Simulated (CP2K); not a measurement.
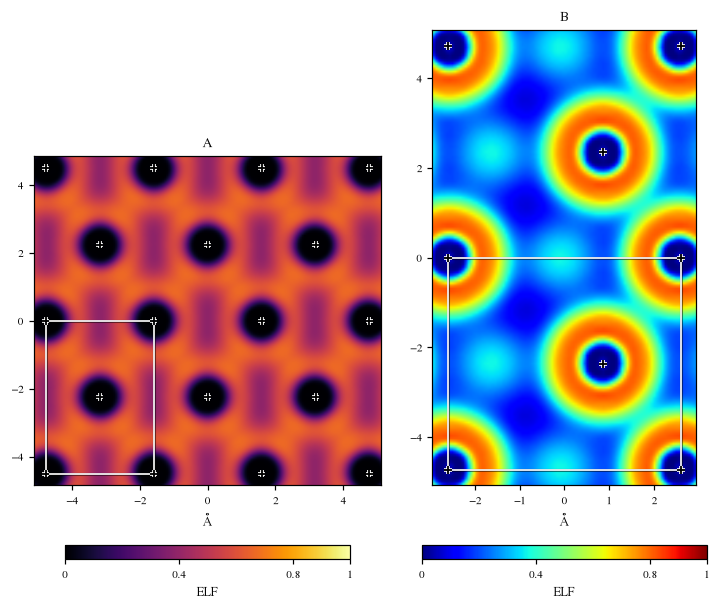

The ELF of 2 systems, each on a plane through atoms (crosses mark nuclei in the plane).

Computed with CP2K 2026.2, Kohn-Sham DFT of a periodic cell, LDA, GTH-PADE with UZH-TZVP basis.

System 1: Al, the (11̄0) plane of the conventional cell. Space group Im-3m; a structure from a database of computed crystals, not necessarily the ambient phase.

System 2: Ge, the (100) plane of the conventional cell. Space group Cmcm; a structure from a database of computed crystals, not necessarily the ambient phase.

Q: Which map belongs to which system?

A: Panel A is system 1, Al: the plane holds Al. Al–Al (2.76 Å): the ELF peaks at about 0.65 between the atoms. Panel B is system 2, Ge: the plane holds Ge. Ge–Ge (2.93 Å): the ELF is about 0.40 at the midpoint.
